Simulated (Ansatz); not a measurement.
**Run report: Ge, geometry relaxation (part 1 of 3)**

Ge (slab, 9 atoms in the cell), computed with DFT PBEsol, scalar-relativistic, plane waves, PAW, no spin polarisation (Ansatz 0.2.0).

The structure derives from an entry of the Crystallography Open Database. The input holds or restrains some coordinates. Forces given for the steps count only the free coordinates. It belongs to a series of runs on one base structure; here: Ge put at a hollow Ge-Ge-Ge site. Figures and captions count atoms from 1; the log counts them from 0 in places.

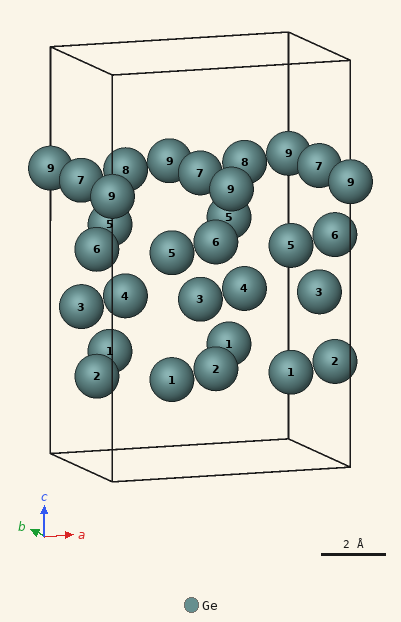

Figure 1. The structure as given in the input (spheres-only view of the 2 × 1 repeat of the cell, with the vacuum cut short, seen slightly off an axis; atoms are numbered from 1 in the order of the input). An atom can appear more than once, as a periodic image.

**Key numbers**

```csv
quantity,value
outcome,converged under the restraints of the input
electrons treated,126
free energy,−38277.6438 eV
"work function, top face",4.14 eV
"work function, bottom face",4.75 eV
Fermi energy,0.064 eV
gap on the k-point mesh,none (metallic)
final volume,569.93 Å³
work function (upper face),4.14 eV
"largest force (length of the vector) at the end, held atoms and coordinates included",0.162 eV/Å
hardware,"2 threads of Arm Neoverse V2, 24 GiB of memory available, shared host"
wall time,3.5 min (CPU time 6.8 min)
peak memory,1 GiB
```

**The input**
```yaml
crystal:
  lattice:
    - [4.0133694117, 0.0, 0.0]
    - [0.0, 5.6757614529, 0.0]
    - [0.0, 0.0, 25.0200541176]
  atoms:
    - { symbol: Ge, position: [0.5, 0.0, 0.3397274826] }
    - { symbol: Ge, position: [0.0, 0.25, 0.3397274826] }
    - { symbol: Ge, position: [0.0, 0.5, 0.4199305348] }
    - { symbol: Ge, position: [0.5, 0.75, 0.4199305348] }
    - { symbol: Ge, position: [0.5, -0.0011780447, 0.5024610395] }
    - { symbol: Ge, position: [0.0, 0.2511780447, 0.5024610395] }
    - { symbol: Ge, position: [0.0, 0.5027853503, 0.5819181567] }
    - { symbol: Ge, position: [0.5, 0.7472146497, 0.5819181567] }
    - { symbol: Ge, position: [0.0, -0.0009284501, 0.5795200803] }
basis:
  ecutwfc: 420
kpoints:
  mp_grid: { grid: [7, 5, 1] }
hamiltonian:
  xc: pbesol
scf:
  occupations: { method: gaussian, width: 0.1 }
output:
  forces: true
  eigenvalues: true
  write_density: true
  write_potential: true
  elf: true
  volumetric_format: npy
relax:
  adjacent_minimum: "off"
  f_tol: 0.03
  max_steps: 70
  constraints: [{ sites: [0, 1, 2, 3] }]
efield:
  axis: 3
  dipole_correction: true
  ramp_width: 0.04
```

Launched with:
```bash
ansatz run input.yaml --threads 2 --pin off --max-ram 5120MiB --backend cpu --events-out ev --progress --plain --runs-dir out
```

**What the program printed**
```
Engine: ansatz 0.2.0, aarch64-unknown-linux-gnu
Pseudopotentials: kind: paw
Pseudopotential: Ge, paw, valence charge 14, recommended cutoff 420 eV (normal), Ge.paw.azcp
Functional definition: PBEsol
  exchange = pbesol_x
  correlation = pbesol_c
Crystal: 9 atoms, lattice volume = 569.930 Å³
Basis set: ecut = 420 eV, 11205 PW (Γ), exchange–correlation on 54×80×360 points (8 copies of the dense FFT grid, shifted against one another)
Bands: 76, of which v1, the nominal top of the filled ones, is band 63 counted from 1 (62 counted from 0)
Symmetry: 2 space group operations
Space group: Pm (ITA 6), of the structure as read, at distance tolerance 8.3e-5 Å
k-points: 12 of 35 (time reversal used)
Non-local potential: Ge, projectors of the file, l = 0: 2, l = 1: 2, l = 2: 3, l = 3: 1
PAW form: soft (Blöchl's): semilocal exchange-correlation on the pseudo side does not see the compensation charge
PAW frozen core: Ge, regenerated for the run's functional, and the local potential with it (the file was generated under x = pbe(κ = 0.804, μ = 0.2195149727645171), c = pbe(β = 0.06672455060314922))
PAW one-centre angular grid: Ge, 590 points (default); XC on 64 Gauss nodes
Initial density: superposition of atomic densities (neutral atoms: chi_scale 0, normalization atom), corrected by the library's trained network
Initial wavefunctions: pseudopotential atomic-orbital guess
Functional: x = pbesol(κ = 0.804, μ = 0.12345679012345678), c = pbesol(β = 0.046)
SCF iter   1: F=—  HF=-38276.676977 eV  |F-HF|=—  |Δ(HF+E_count)|=         —  Δρ=2.06e-3  dr2=1.35e-1  ethr=1.77e-3  p=0.048 e·Å  D=1.53e-2 V/Å  ΔV_dip=-0.38 eV  dr2_dipole=3.92e-2  V_vac-E_F(+/−)=4.37/4.75 eV  ⟨swp⟩=7.2  Hψ=3454  notcnv=0  defer=10
efield: sawtooth ramp at fractional position 0.9408 (placed from the atoms, in the widest stretch of the axis that holds none; the zero of the levels goes with the place), width 0.0400; the density the first Hamiltonian is built on has a dipole p = 0.048 e·Å; the dipole correction subtracts the counter field D = 1.53e-2 V/Å, which shifts the + side's vacuum level by -0.38 eV against the − side's; the planar-averaged density in the ramp window peaks in size at 6.5e-6 e/Å³
preconditioner: auto → LDOS  [insulator: Δε(μ)=0.118 eV  Ē_g=22.084 eV  σ=0.100 eV  W_gap=0.55  n_scr=96 (ndim 8)  ℏωp=17.5 eV  f_vac=0.620  D(μ)=5.55/eV (n_scr^D=20)  ε∞_Penn≈1.6  β→1.0]
SCF iter   2: F=—  HF=-38276.663610 eV  |F-HF|=—  |Δ(HF+E_count)|=   1.34e-2  Δρ=8.93e-4  dr2=6.98e-3  ethr=1.07e-4  p=0.041 e·Å  D=1.29e-2 V/Å  ΔV_dip=-0.32 eV  dr2_dipole=2.17e-5  V_vac-E_F(+/−)=4.47/4.79 eV  ⟨swp⟩=2.1  Hψ=1347  notcnv=0  defer=62
SCF iter   3: F=—  HF=-38276.662720 eV  |F-HF|=—  |Δ(HF+E_count)|=   8.90e-4  Δρ=4.02e-4  dr2=2.88e-3  ethr=5.54e-6  p=0.041 e·Å  D=1.30e-2 V/Å  ΔV_dip=-0.33 eV  dr2_dipole=5.66e-4  V_vac-E_F(+/−)=4.47/4.79 eV  ⟨swp⟩=2.0  Hψ=1603  notcnv=0  defer=62
SCF iter   4: F=—  HF=-38276.662262 eV  |F-HF|=—  |Δ(HF+E_count)|=   4.57e-4  Δρ=1.48e-4  dr2=6.09e-4  ethr=2.29e-6  p=0.042 e·Å  D=1.33e-2 V/Å  ΔV_dip=-0.33 eV  dr2_dipole=1.81e-4  V_vac-E_F(+/−)=4.46/4.79 eV  ⟨swp⟩=2.0  Hψ=1369  notcnv=0  defer=62
SCF iter   5: F=—  HF=-38276.662219 eV  |F-HF|=—  |Δ(HF+E_count)|=   4.28e-5  Δρ=3.65e-5  dr2=5.15e-5  ethr=4.83e-7  p=0.042 e·Å  D=1.33e-2 V/Å  ΔV_dip=-0.33 eV  dr2_dipole=1.61e-5  V_vac-E_F(+/−)=4.46/4.80 eV  ⟨swp⟩=2.0  Hψ=953  notcnv=0  defer=62
SCF iter   6: F=-38276.662219 eV  HF=-38276.662221 eV  |F-HF|=1.47e-6  |Δ(HF+E_count)|=   1.16e-6  Δρ=1.29e-5  dr2=2.92e-6  ethr=1.79e-8  p=0.042 e·Å  D=1.34e-2 V/Å  ΔV_dip=-0.34 eV  dr2_dipole=4.33e-7  V_vac-E_F(+/−)=4.46/4.80 eV  ⟨swp⟩=21.1  Hψ=9677  notcnv=0
SCF 1 converged in 6 iterations: F = -38276.662219 eV  dr2 = 2.92e-6
  greatest PAW one-centre occupation: 0.998 electrons in one spin orbital (limit 2), on the Ge atom at site 8 (counted from 0), in its partial waves of l = 2
relax step   1: F+E_penalty+E_count = -38276.66221916 eV  Δ(F+E_penalty+E_count) = +0.000e0 eV  max|allowed force component| = 2.127e0 eV/Å  Δτ_max = 0.0000 Å  (6 SCF iters, dr2 threshold 2.25e-5 eV, accepted)
Initial density: handed on by an earlier stage of this run
Initial wavefunctions: those handed on with the density
iter 1 solved again at ethr=4.80e-5 eV; its pass at ethr=3.10e-3 eV (dr2=6.05e-2 eV) is discarded
SCF iter   1: F=—  HF=-38277.297716 eV  |F-HF|=—  |Δ(HF+E_count)|=         —  Δρ=2.99e-3  dr2=5.47e-2  ethr=4.80e-5  p=0.042 e·Å  D=1.34e-2 V/Å  ΔV_dip=-0.34 eV  dr2_dipole=4.02e-7  V_vac-E_F(+/−)=4.46/4.80 eV  ⟨swp⟩=2.0  Hψ=3016  notcnv=0  defer=55
efield: sawtooth ramp at fractional position 0.9408 (handed on by an earlier solve), width 0.0400; the density the first Hamiltonian is built on has a dipole p = 0.042 e·Å; the dipole correction subtracts the counter field D = 1.34e-2 V/Å, which shifts the + side's vacuum level by -0.34 eV against the − side's; the planar-averaged density in the ramp window peaks in size at 1.3e-5 e/Å³
preconditioner: auto → LDOS  [metal: Δε(μ)=0.056 eV  Ē_g=22.046 eV  σ=0.100 eV  W_gap=0.31  n_scr=96 (ndim 8)  ℏωp=17.5 eV  f_vac=0.614  D(μ)=4.98/eV (n_scr^D=20)  β→1.0]
SCF iter   2: F=—  HF=-38277.295162 eV  |F-HF|=—  |Δ(HF+E_count)|=   2.55e-3  Δρ=1.42e-3  dr2=3.18e-2  ethr=4.34e-5  p=0.047 e·Å  D=1.50e-2 V/Å  ΔV_dip=-0.37 eV  dr2_dipole=4.94e-5  V_vac-E_F(+/−)=4.43/4.80 eV  ⟨swp⟩=2.3  Hψ=1639  notcnv=0  defer=55
SCF iter   3: F=—  HF=-38277.287781 eV  |F-HF|=—  |Δ(HF+E_count)|=   7.38e-3  Δρ=3.87e-4  dr2=2.29e-3  ethr=2.52e-5  p=0.052 e·Å  D=1.66e-2 V/Å  ΔV_dip=-0.42 eV  dr2_dipole=1.56e-4  V_vac-E_F(+/−)=4.38/4.80 eV  ⟨swp⟩=2.0  Hψ=1647  notcnv=0  defer=56
SCF iter   4: F=—  HF=-38277.287357 eV  |F-HF|=—  |Δ(HF+E_count)|=   4.24e-4  Δρ=9.63e-5  dr2=2.07e-4  ethr=1.81e-6  p=0.052 e·Å  D=1.64e-2 V/Å  ΔV_dip=-0.41 eV  dr2_dipole=2.92e-5  V_vac-E_F(+/−)=4.39/4.80 eV  ⟨swp⟩=2.1  Hψ=1093  notcnv=0  defer=73
SCF iter   5: F=-38277.287296 eV  HF=-38277.287356 eV  |F-HF|=6.09e-5  |Δ(HF+E_count)|=   4.28e-7  Δρ=4.58e-5  dr2=5.29e-5  ethr=7.94e-8  p=0.052 e·Å  D=1.66e-2 V/Å  ΔV_dip=-0.41 eV  dr2_dipole=1.43e-5  V_vac-E_F(+/−)=4.38/4.80 eV  ⟨swp⟩=19.4  Hψ=9416  notcnv=0
SCF 2 converged in 5 iterations: F = -38277.287296 eV  dr2 = 5.29e-5
relax step   2: F+E_penalty+E_count = -38277.28729560 eV  Δ(F+E_penalty+E_count) = -6.251e-1 eV  max|allowed force component| = 1.201e0 eV/Å  Δτ_max = 0.1928 Å  (5 SCF iters, dr2 threshold 1.00e-4 eV, accepted)
SCF iter   1: F=—  HF=-38277.534620 eV  |F-HF|=—  |Δ(HF+E_count)|=         —  Δρ=2.41e-3  dr2=4.89e-2  ethr=3.49e-4  p=0.052 e·Å  D=1.66e-2 V/Å  ΔV_dip=-0.41 eV  dr2_dipole=6.63e-3  V_vac-E_F(+/−)=4.36/4.77 eV  ⟨swp⟩=4.6  Hψ=2488  notcnv=0  defer=51
efield: sawtooth ramp at fractional position 0.9408 (handed on by an earlier solve), width 0.0400; the density the first Hamiltonian is built on has a dipole p = 0.052 e·Å; the dipole correction subtracts the counter field D = 1.66e-2 V/Å, which shifts the + side's vacuum level by -0.41 eV against the − side's; the planar-averaged density in the ramp window peaks in size at 7.5e-7 e/Å³
preconditioner: auto → LDOS  [metal: Δε(μ)=0.065 eV  Ē_g=21.996 eV  σ=0.100 eV  W_gap=0.35  n_scr=96 (ndim 8)  ℏωp=17.5 eV  f_vac=0.610  D(μ)=5.12/eV (n_scr^D=20)  β→1.0]
SCF iter   2: F=—  HF=-38277.531583 eV  |F-HF|=—  |Δ(HF+E_count)|=   3.04e-3  Δρ=9.22e-4  dr2=1.55e-2  ethr=3.88e-5  p=0.063 e·Å  D=2.01e-2 V/Å  ΔV_dip=-0.50 eV  dr2_dipole=7.60e-4  V_vac-E_F(+/−)=4.28/4.78 eV  ⟨swp⟩=2.0  Hψ=1319  notcnv=0  defer=68
SCF iter   3: F=—  HF=-38277.529089 eV  |F-HF|=—  |Δ(HF+E_count)|=   2.49e-3  Δρ=3.56e-4  dr2=1.95e-3  ethr=1.23e-5  p=0.067 e·Å  D=2.12e-2 V/Å  ΔV_dip=-0.53 eV  dr2_dipole=1.07e-4  V_vac-E_F(+/−)=4.25/4.78 eV  ⟨swp⟩=2.0  Hψ=1597  notcnv=0  defer=68
SCF iter   4: F=—  HF=-38277.528643 eV  |F-HF|=—  |Δ(HF+E_count)|=   4.47e-4  Δρ=9.15e-5  dr2=2.32e-4  ethr=1.55e-6  p=0.066 e·Å  D=2.08e-2 V/Å  ΔV_dip=-0.52 eV  dr2_dipole=4.07e-5  V_vac-E_F(+/−)=4.25/4.78 eV  ⟨swp⟩=2.7  Hψ=1570  notcnv=0  defer=68
SCF iter   5: F=-38277.528584 eV  HF=-38277.528646 eV  |F-HF|=6.23e-5  |Δ(HF+E_count)|=   3.19e-6  Δρ=4.69e-5  dr2=5.49e-5  ethr=7.15e-8  p=0.066 e·Å  D=2.10e-2 V/Å  ΔV_dip=-0.52 eV  dr2_dipole=1.62e-5  V_vac-E_F(+/−)=4.25/4.77 eV  ⟨swp⟩=19.5  Hψ=9218  notcnv=0
SCF 3 converged in 5 iterations: F = -38277.528584 eV  dr2 = 5.49e-5
relax step   3: F+E_penalty+E_count = -38277.52858352 eV  Δ(F+E_penalty+E_count) = -2.413e-1 eV  max|allowed force component| = 5.531e-1 eV/Å  Δτ_max = 0.1949 Å  (5 SCF iters, dr2 threshold 9.01e-5 eV, accepted)
SCF iter   1: F=—  HF=-38277.614375 eV  |F-HF|=—  |Δ(HF+E_count)|=         —  Δρ=2.14e-3  dr2=2.63e-2  ethr=3.67e-4  p=0.066 e·Å  D=2.09e-2 V/Å  ΔV_dip=-0.52 eV  dr2_dipole=8.35e-6  V_vac-E_F(+/−)=4.25/4.78 eV  ⟨swp⟩=4.1  Hψ=1831  notcnv=0  defer=52
efield: sawtooth ramp at fractional position 0.9408 (handed on by an earlier solve), width 0.0400; the density the first Hamiltonian is built on has a dipole p = 0.066 e·Å; the dipole correction subtracts the counter field D = 2.09e-2 V/Å, which shifts the + side's vacuum level by -0.52 eV against the − side's; the planar-averaged density in the ramp window peaks in size at 1.2e-5 e/Å³
preconditioner: auto → LDOS  [metal: Δε(μ)=0.060 eV  Ē_g=21.940 eV  σ=0.100 eV  W_gap=0.31  n_scr=96 (ndim 8)  ℏωp=17.5 eV  f_vac=0.606  D(μ)=4.48/eV (n_scr^D=14)  β→1.0]
SCF iter   2: F=—  HF=-38277.613958 eV  |F-HF|=—  |Δ(HF+E_count)|=   4.17e-4  Δρ=9.38e-4  dr2=1.72e-2  ethr=2.09e-5  p=0.065 e·Å  D=2.06e-2 V/Å  ΔV_dip=-0.52 eV  dr2_dipole=9.22e-6  V_vac-E_F(+/−)=4.25/4.77 eV  ⟨swp⟩=2.0  Hψ=1871  notcnv=0  defer=70
SCF iter   3: F=—  HF=-38277.610757 eV  |F-HF|=—  |Δ(HF+E_count)|=   3.20e-3  Δρ=2.60e-4  dr2=1.24e-3  ethr=1.37e-5  p=0.072 e·Å  D=2.29e-2 V/Å  ΔV_dip=-0.57 eV  dr2_dipole=2.72e-4  V_vac-E_F(+/−)=4.19/4.77 eV  ⟨swp⟩=2.0  Hψ=1618  notcnv=0  defer=70
SCF iter   4: F=—  HF=-38277.610586 eV  |F-HF|=—  |Δ(HF+E_count)|=   1.72e-4  Δρ=5.32e-5  dr2=6.48e-5  ethr=9.86e-7  p=0.071 e·Å  D=2.26e-2 V/Å  ΔV_dip=-0.57 eV  dr2_dipole=1.94e-5  V_vac-E_F(+/−)=4.20/4.76 eV  ⟨swp⟩=2.3  Hψ=1020  notcnv=0  defer=70
SCF iter   5: F=-38277.610587 eV  HF=-38277.610595 eV  |F-HF|=7.89e-6  |Δ(HF+E_count)|=   9.11e-6  Δρ=2.81e-5  dr2=8.96e-6  ethr=5.15e-8  p=0.071 e·Å  D=2.27e-2 V/Å  ΔV_dip=-0.57 eV  dr2_dipole=6.65e-8  V_vac-E_F(+/−)=4.19/4.76 eV  ⟨swp⟩=20.8  Hψ=10130  notcnv=0
SCF 4 converged in 5 iterations: F = -38277.610587 eV  dr2 = 8.96e-6
relax step   4: F+E_penalty+E_count = -38277.61058683 eV  Δ(F+E_penalty+E_count) = -8.200e-2 eV  max|allowed force component| = 1.656e-1 eV/Å  Δτ_max = 0.1948 Å  (5 SCF iters, dr2 threshold 6.49e-5 eV, accepted)
```
